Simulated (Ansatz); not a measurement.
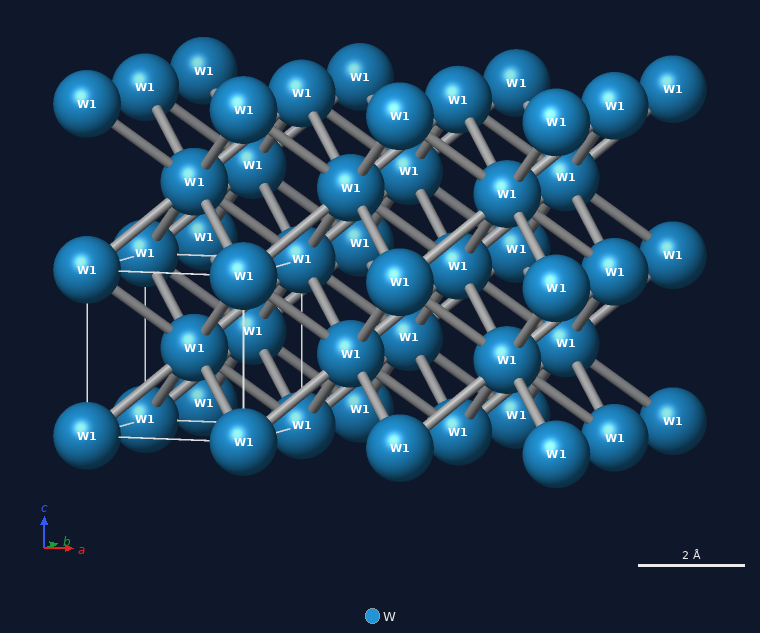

*The input geometry (ball-and-stick view of the cell 2 times as large as that of the calculation, set on its symmetry axes, repeated 3 × 2 × 2, seen slightly off an axis; atoms are numbered from 1 in the order of the input). An atom can appear more than once, as a periodic image.*

W: geometry relaxation

The run: geometry relaxation of W (Im-3m, 1 atom in the cell). Method and program: DFT PBE+D3(BJ), scalar-relativistic, plane waves, PAW, no spin polarisation (Ansatz 0.2.0).

The structure derives from an entry of the Crystallography Open Database. Figures and captions count atoms from 1; the log counts them from 0 in places.

The program's output:
```
Engine: ansatz 0.2.0, x86_64-unknown-linux-gnu
Pseudopotentials: kind: paw
Pseudopotential: W, paw, valence charge 14, recommended cutoff 420 eV (normal), W.paw.azcp
Functional definition: PBE
  parameter kappa = 0.804
  parameter beta = 0.06672455060314922
  exchange = pbe_x(kappa = kappa, mu = beta*pi^2/3)
  correlation = pbe_c(beta = beta)
Crystal: 1 atoms, lattice volume = 15.785 Å³
Basis set: ecut = 420 eV, 321 PW (Γ), exchange–correlation on 40×40×40 points (8 copies of the dense FFT grid, shifted against one another)
Bands: 11, of which v1, the nominal top of the filled ones, is band 7 counted from 1 (6 counted from 0)
Symmetry: 48 space group operations
Space group: Im-3m (ITA 229), of the structure as read, at distance tolerance 2.5e-5 Å
k-points: 195 of 5832
Non-local potential: W, projectors of the file, l = 0: 3, l = 1: 2, l = 2: 2, l = 3: 1
PAW form: soft (Blöchl's): semilocal exchange-correlation on the pseudo side does not see the compensation charge
PAW one-centre angular grid: W, 590 points (default); XC on 64 Gauss nodes
Initial density: superposition of atomic densities (neutral atoms: chi_scale 0, normalization atom), corrected by the library's trained network
Initial wavefunctions: pseudopotential atomic-orbital guess
Functional: x = pbe(κ = 0.804, μ = 0.2195149727645171), c = pbe(β = 0.06672455060314922)
SCF iter   1: F=—  HF=-10385.511073 eV  |F-HF|=—  |Δ(HF+E_count)|=         —  Δρ=1.64e-3  dr2=1.49e-4  ethr=1.77e-3  ⟨swp⟩=5.0  Hψ=11297  notcnv=0
preconditioner: auto → none  [metal: Δε(μ)=0.018 eV  Ē_g=9.099 eV  σ=0.100 eV  W_gap=0.10  n_scr=0 (ndim 8)  ℏωp=22.9 eV  f_vac=0.000  D(μ)=0.69/eV (n_scr^D=0)]
SCF iter   2: F=—  HF=-10385.510837 eV  |F-HF|=—  |Δ(HF+E_count)|=   2.36e-4  Δρ=8.13e-4  dr2=2.85e-5  ethr=1.06e-6  ⟨swp⟩=2.5  Hψ=4958  notcnv=0
SCF iter   3: F=—  HF=-10385.510866 eV  |F-HF|=—  |Δ(HF+E_count)|=   2.88e-5  Δρ=1.37e-4  dr2=2.00e-6  ethr=2.03e-7  ⟨swp⟩=2.0  Hψ=3299  notcnv=0
SCF iter   4: F=—  HF=-10385.510866 eV  |F-HF|=—  |Δ(HF+E_count)|=   1.59e-7  Δρ=1.14e-4  dr2=1.56e-6  ethr=1.43e-8  ⟨swp⟩=2.0  Hψ=3506  notcnv=0
SCF iter   5: F=—  HF=-10385.510866 eV  |F-HF|=—  |Δ(HF+E_count)|=   5.56e-7  Δρ=5.51e-5  dr2=3.63e-7  ethr=1.12e-8  ⟨swp⟩=2.0  Hψ=3160  notcnv=0
SCF iter   6: F=-10385.510865 eV  HF=-10385.510865 eV  |F-HF|=1.80e-8  |Δ(HF+E_count)|=   1.57e-7  Δρ=1.35e-5  dr2=2.19e-8  ethr=7.14e-10  ⟨swp⟩=9.1  Hψ=13864  notcnv=0
SCF 1 converged in 6 iterations: F = -10385.510865 eV  dr2 = 2.19e-8
  greatest PAW one-centre occupation: 1.000 electrons in one spin orbital (limit 2), on the W atom at site 0 (counted from 0), in its partial waves of l = 0
relax step   1: F+E_penalty+E_count = -10385.51086537 eV  Δ(F+E_penalty+E_count) = +0.000e0 eV  max|allowed force component| = 0.000e0 eV/Å  Δτ_max = 0.0000 Å  P = -0.347 GPa  Ω = 15.785 Å³  (6 SCF iters, dr2 threshold 1.00e-7 eV, accepted)
Crystal: 1 atoms, lattice volume = 15.721 Å³
Initial density: handed on by an earlier stage of this run
Initial wavefunctions: those handed on with the density
iter 1 solved again at ethr=2.23e-8 eV; its pass at ethr=3.10e-3 eV (dr2=3.13e-6 eV) is discarded
SCF iter   1: F=—  HF=-10385.510776 eV  |F-HF|=—  |Δ(HF+E_count)|=         —  Δρ=1.49e-4  dr2=9.21e-7  ethr=2.23e-8  ⟨swp⟩=2.1  Hψ=14120  notcnv=0
preconditioner: auto → none  [metal: Δε(μ)=0.017 eV  Ē_g=9.141 eV  σ=0.100 eV  W_gap=0.09  n_scr=0 (ndim 8)  ℏωp=22.9 eV  f_vac=0.000  D(μ)=0.68/eV (n_scr^D=0)]
SCF iter   2: F=—  HF=-10385.510776 eV  |F-HF|=—  |Δ(HF+E_count)|=   5.79e-8  Δρ=7.32e-5  dr2=2.01e-7  ethr=6.58e-9  ⟨swp⟩=2.0  Hψ=3339  notcnv=0
SCF iter   3: F=-10385.510776 eV  HF=-10385.510776 eV  |F-HF|=8.00e-11  |Δ(HF+E_count)|=   2.36e-7  Δρ=8.63e-6  dr2=4.49e-9  ethr=7.14e-10  ⟨swp⟩=8.2  Hψ=12569  notcnv=0
SCF 2 converged in 3 iterations: F = -10385.510776 eV  dr2 = 4.49e-9
relax step   2: F+E_penalty+E_count = -10385.51077626 eV  Δ(F+E_penalty+E_count) = +8.911e-5 eV  max|allowed force component| = 0.000e0 eV/Å  Δτ_max = 0.0000 Å  P = +0.956 GPa  Ω = 15.721 Å³  energy of the carried Pulay correction = +3.067e-5 eV  (3 SCF iters, dr2 threshold 1.00e-7 eV, rejected (line search))
Crystal: 1 atoms, lattice volume = 15.768 Å³
iter 1 solved again at ethr=9.95e-9 eV; its pass at ethr=3.10e-3 eV (dr2=1.39e-6 eV) is discarded
SCF iter   1: F=—  HF=-10385.510892 eV  |F-HF|=—  |Δ(HF+E_count)|=         —  Δρ=9.91e-5  dr2=3.77e-7  ethr=9.95e-9  ⟨swp⟩=2.1  Hψ=14177  notcnv=0
preconditioner: auto → none  [metal: Δε(μ)=0.017 eV  Ē_g=9.113 eV  σ=0.100 eV  W_gap=0.10  n_scr=0 (ndim 8)  ℏωp=22.9 eV  f_vac=0.000  D(μ)=0.69/eV (n_scr^D=0)]
SCF iter   2: F=—  HF=-10385.510892 eV  |F-HF|=—  |Δ(HF+E_count)|=   3.98e-7  Δρ=5.01e-5  dr2=9.35e-8  ethr=2.69e-9  ⟨swp⟩=1.1  Hψ=2160  notcnv=0
SCF iter   3: F=—  HF=-10385.510892 eV  |F-HF|=—  |Δ(HF+E_count)|=   1.11e-7  Δρ=4.47e-6  dr2=2.00e-9  ethr=6.68e-10  ⟨swp⟩=2.3  Hψ=2461  notcnv=0
SCF iter   4: F=—  HF=-10385.510892 eV  |F-HF|=—  |Δ(HF+E_count)|=  6.97e-10  Δρ=6.81e-7  dr2=2.00e-11  ethr=1.43e-11  ⟨swp⟩=2.0  Hψ=3218  notcnv=0
SCF iter   5: F=-10385.510892 eV  HF=-10385.510892 eV  |F-HF|=5.46e-12  |Δ(HF+E_count)|=  3.64e-12  Δρ=7.24e-8  dr2=2.45e-13  ethr=1.00e-12  ⟨swp⟩=5.1  Hψ=7658  notcnv=0
SCF 3 converged in 5 iterations: F = -10385.510892 eV  dr2 = 2.45e-13
relax step   3: F+E_penalty+E_count = -10385.51089190 eV  Δ(F+E_penalty+E_count) = -2.653e-5 eV  max|allowed force component| = 0.000e0 eV/Å  Δτ_max = 0.0000 Å  P = -0.001 GPa  Ω = 15.768 Å³  energy of the carried Pulay correction = +8.177e-6 eV  (5 SCF iters, accepted)
Initial wavefunctions: pseudopotential atomic-orbital guess (no wavefunctions were taken with the density)
iter 1 solved again at ethr=3.48e-8 eV; its pass at ethr=3.10e-3 eV (dr2=4.87e-6 eV) is discarded
SCF iter   1: F=—  HF=-10385.510887 eV  |F-HF|=—  |Δ(HF+E_count)|=         —  Δρ=2.31e-6  dr2=1.36e-10  ethr=3.48e-8  ⟨swp⟩=3.0  Hψ=17525  notcnv=0
eigensolver tolerance schedule: the retry pair's looser diagonalisation over-reported the residual by 35891.99 of it (diagonalisation noise at 0.67 of the residual, at the tolerance the schedule requests for it); recorded, not acted on — ethr = c·dr2/N_el stays at c = 1.0e-1
SCF iter   2: F=—  HF=-10385.510886 eV  |F-HF|=—  |Δ(HF+E_count)|=   1.03e-6  Δρ=1.01e-6  dr2=2.00e-11  ethr=1.00e-12  ⟨swp⟩=3.3  Hψ=4333  notcnv=0
SCF iter   3: F=-10385.510886 eV  HF=-10385.510886 eV  |F-HF|=1.82e-12  |Δ(HF+E_count)|=  2.00e-11  Δρ=2.45e-7  dr2=1.27e-12  ethr=1.00e-12  ⟨swp⟩=6.1  Hψ=9824  notcnv=0
SCF 4 converged in 3 iterations: F = -10385.510886 eV  dr2 = 1.27e-12
relax step   4: F+E_penalty+E_count = -10385.51088600 eV  Δ(F+E_penalty+E_count) = +5.897e-6 eV  max|allowed force component| = 0.000e0 eV/Å  Δτ_max = 0.0000 Å  P = -0.001 GPa  Ω = 15.768 Å³  stress off target by 9.42e-4 GPa  SCF on the basis re-selected at this cell (its energy is not comparable with the rows above)  (3 SCF iters)
```

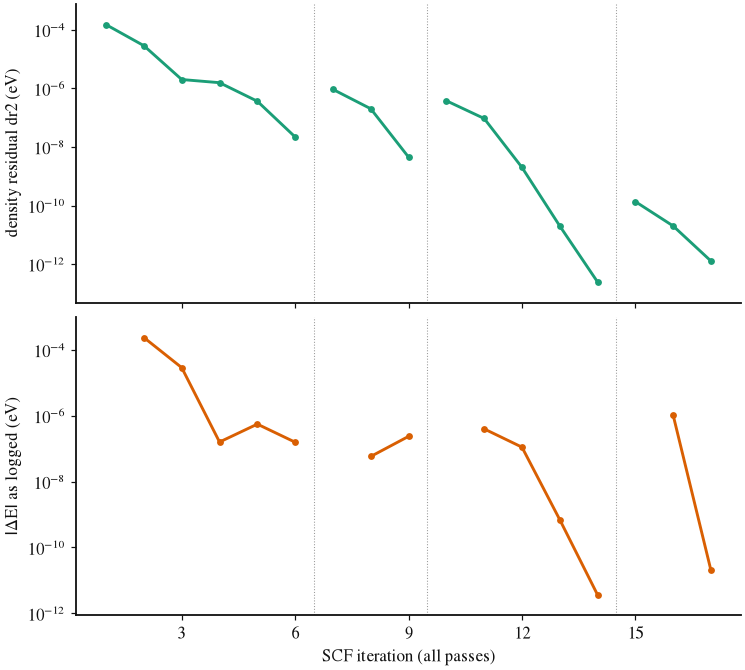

*Convergence of the self-consistent field: density residual dr2 and size of the energy change against the SCF iteration. The dotted lines part the SCF passes of the relaxation: geometry steps, rejected trials and re-solves on a re-selected basis.*

The passes take 6, 3, 5 and 3 iterations.

```
basis re-selected at this cell: Δ(F+E_penalty+E_count) = +5.897e-6 eV, ΔP = +0.000 GPa vs the last step (what re-selecting the basis moved, of the pressure what is left beyond the Pulay correction that the steps carried, after the strain that the cell walked since its last selection, with what the two solves' SCF thresholds leave and, on support functions, any second-order correction that the steps lacked; it is no measure of the basis error at this ecutwfc). This SCF's stress stands 9.42e-4 GPa from its target on what of the cell is left free (relax.cell.stress_tol is 5.00e-2 GPa) and its largest allowed force component is 0.00e0 eV/Å (relax.f_tol is 5.00e-3 eV/Å): within both
SCF converged after 3 iterations
Free energy (F): -10385.510886 eV
Harris-Foulkes:  -10385.510886 eV  (|F-HF|=1.82e-12)
Internal energy: -10385.507459 eV  (E = F + TS)
E sigma→0 (E₀):  -10385.509173 eV
Entropy (-TS):   -0.003427 eV (-3.427 meV/atom)
Fermi energy:    22.755452 eV
--- Per-component energies (eV) ---
  E_band       = -79.484197
  E_kinetic    = 450.694036
  E_local      = -594.910821  (includes V_loc(G=0)·N_el)
  E_nonlocal   = 0.385492
  E_hartree    = 214.254612
  E_xc         = -267.238033
  E_vxc        = -239.184014  (∫ρ·V_xc dr)
  E_paw        = -8562.494665  (= ΣΔE_a)
  E_vpaw       = -124.978049  (= ΣTr[D̂ρ^β])
  E_aug_tail   = -0.000056  (compensation charges beyond the density's cutoff)
  E_ewald      = -1625.498666
  E_disp       = -0.699357  (pairwise vdW)
  E_smearing   = -0.003427  (= −TS)
  E_closure    = 0.000000  (closes the sum)
  Σ components = -10385.510886   (vs F -10385.510886, Δ=0.00e0)
--- Forces (eV/Å), atoms counted from 1 ---
  atom   1  W      0.00000000    -0.00000000     0.00000000
  max |Σ_I F_I| component: 2.63e-31 eV/Å
--- Stress (GPa, compression-positive) ---
       -0.000942      -0.000000      -0.000000
       -0.000000      -0.000942      -0.000000
        0.000000       0.000000      -0.000942
  P = ⅓ Tr σ = -0.0009 GPa (-0.009 kbar)
--- Band table (eV; the first three rows and the last of 195) ---
  k-point 0: bands = ["-51.3380", "-14.9299", "-14.9299", "-14.9299", "13.0992", "21.5120", "21.5120", "21.5120", "25.0229", "25.0229", "37.2821"]
  k-point 1: bands = ["-51.3339", "-14.9729", "-14.9432", "-14.9301", "13.2503", "21.4200", "21.4922", "21.6581", "24.8734", "25.0241", "37.4113"]
  k-point 2: bands = ["-51.3220", "-15.0953", "-14.9816", "-14.9307", "13.6863", "21.1657", "21.4052", "22.0916", "24.5538", "25.0352", "37.7363"]
  k-point 194: bands = ["-51.0971", "-15.8496", "-15.8496", "-15.8496", "16.8770", "16.8770", "27.9582", "27.9582", "27.9582", "31.0478", "31.0478"]
--- Relaxed structure (3 steps of the walk, 2 accepted, 1 SCFs on fresh bases) ---
  F+E_penalty+E_count = -10385.51088600 eV   max|allowed force component| = 0.000e0 eV/Å   (the final SCF, on the basis selected at the relaxed cell)
  cell:  # Å, volume = 15.7679 Å³
    - [-1.5796874865723571, 1.5796874865723571, 1.5796874865723571]
    - [1.5796874865723571, -1.5796874865723571, 1.5796874865723571]
    - [1.5796874865723571, 1.5796874865723571, -1.5796874865723571]
  atoms:
    - { symbol: W, position: [0.0, 0.0, 0.0] }
```

Trajectory as extended XYZ (Å, eV, eV/Å), 4 frames, from step=1 to step=4:
```
1
Lattice="-1.5803 1.5803 1.5803 1.5803 -1.5803 1.5803 1.5803 1.5803 -1.5803" Properties=species:S:1:pos:R:3:forces:R:3 step=1 energy=-10385.51087 pressure_GPa=-0.35
W     0.0000    0.0000    0.0000    0.0000   0.0000   0.0000
1
Lattice="-1.5781 1.5781 1.5781 1.5781 -1.5781 1.5781 1.5781 1.5781 -1.5781" Properties=species:S:1:pos:R:3:forces:R:3 step=2 energy=-10385.51078 pressure_GPa=0.96 accepted=F
W     0.0000    0.0000    0.0000    0.0000   0.0000   0.0000
1
Lattice="-1.5797 1.5797 1.5797 1.5797 -1.5797 1.5797 1.5797 1.5797 -1.5797" Properties=species:S:1:pos:R:3:forces:R:3 step=3 energy=-10385.51089 pressure_GPa=-0.00
W     0.0000    0.0000    0.0000    0.0000   0.0000   0.0000
1
Lattice="-1.5797 1.5797 1.5797 1.5797 -1.5797 1.5797 1.5797 1.5797 -1.5797" Properties=species:S:1:pos:R:3:forces:R:3 step=4 energy=-10385.51089 pressure_GPa=-0.00
W     0.0000    0.0000    0.0000    0.0000   0.0000   0.0000
```

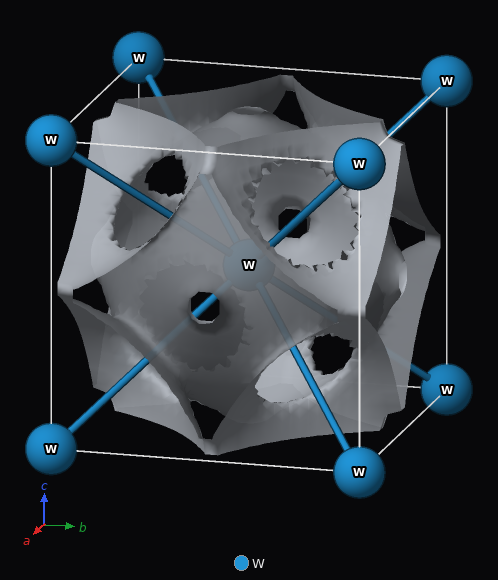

*Isosurface of the electron localisation function at 0.4 (grey), seen slightly off an axis. Only the valence region is drawn (cores and ρ < 0.01 e/Å³ removed). Sticks mark near contacts. The outline is the cell set on symmetry axes.*

Along the contacts the grid gives the following. In a PAW calculation such maps are meaningful between the atoms, not at the nuclei.

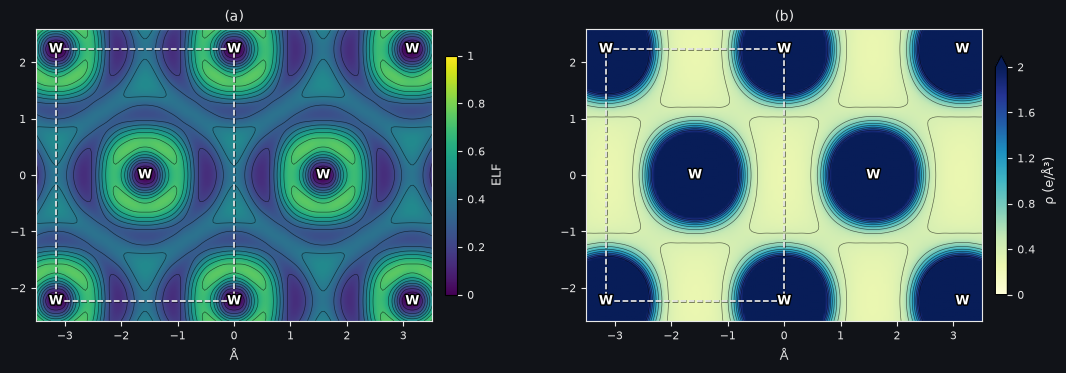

*(a) electron localisation function; (b) valence electron density on the (011) plane of the conventional cell.*

Atoms in the plane: W. W–W (2.74 Å): ρ at the midpoint is about 0.42 e/Å³; the ELF is about 0.40 at the midpoint (metallic bonding. Away from the nuclei the density in this plane falls to 0.27 e/Å³ at its lowest. The strong features right at W lie inside the PAW spheres (semicore, d or f shells) and say nothing about bonding.

This output came from the following input.

Input file:
```yaml
crystal:
  lattice:
    - [-1.5802524303, 1.5802524303, 1.5802524303]
    - [1.5802524303, -1.5802524303, 1.5802524303]
    - [1.5802524303, 1.5802524303, -1.5802524303]
  atoms:
    - { symbol: W, position: [0.0, 0.0, 0.0] }
basis:
  ecutwfc: 420
kpoints:
  mp_grid: { grid: [18, 18, 18] }
hamiltonian:
  xc: pbe
  dispersion: d3bj
scf:
  occupations: { method: gaussian, width: 0.1 }
output:
  forces: true
  stress: true
  eigenvalues: true
  write_density: true
  write_potential: true
  elf: true
  volumetric_format: npy
relax:
  adjacent_minimum: "off"
  f_tol: 0.005
  max_steps: 80
  cell: { stress_tol: 0.05 }
```

Run as:
```bash
ansatz run input.yaml --threads 4 --pin off --max-ram 10240MiB --backend cpu --events-out ev --progress --plain --runs-dir out
```

Key numbers:

```json
{"quantity": "outcome", "value": "converged"}
{"quantity": "space group (tolerance 0.01 Å)", "value": "Im-3m (229)"}
{"quantity": "electrons treated", "value": "14"}
{"quantity": "free energy", "value": "−10385.5109 eV"}
{"quantity": "Fermi energy", "value": "22.755 eV"}
{"quantity": "gap on the k-point mesh", "value": "none (metallic)"}
{"quantity": "pressure", "value": "0.00 GPa"}
{"quantity": "final volume", "value": "15.77 Å³"}
{"quantity": "largest force (length of the vector) at the end", "value": "under 0.001 eV/Å"}
{"quantity": "final cell", "value": "a = 2.736 Å, b = 2.736 Å, c = 2.736 Å, α = 109.47°, β = 109.47°, γ = 109.47°"}
{"quantity": "hardware", "value": "4 threads of Intel Xeon @ 2.50GHz (Skylake/Cascade Lake), 16 GiB of memory available, shared host"}
{"quantity": "wall time", "value": "3.2 s (CPU time 11 s)"}
{"quantity": "peak memory", "value": "0.4 GiB"}
```

Spin–orbit coupling is left out, which matters for W.
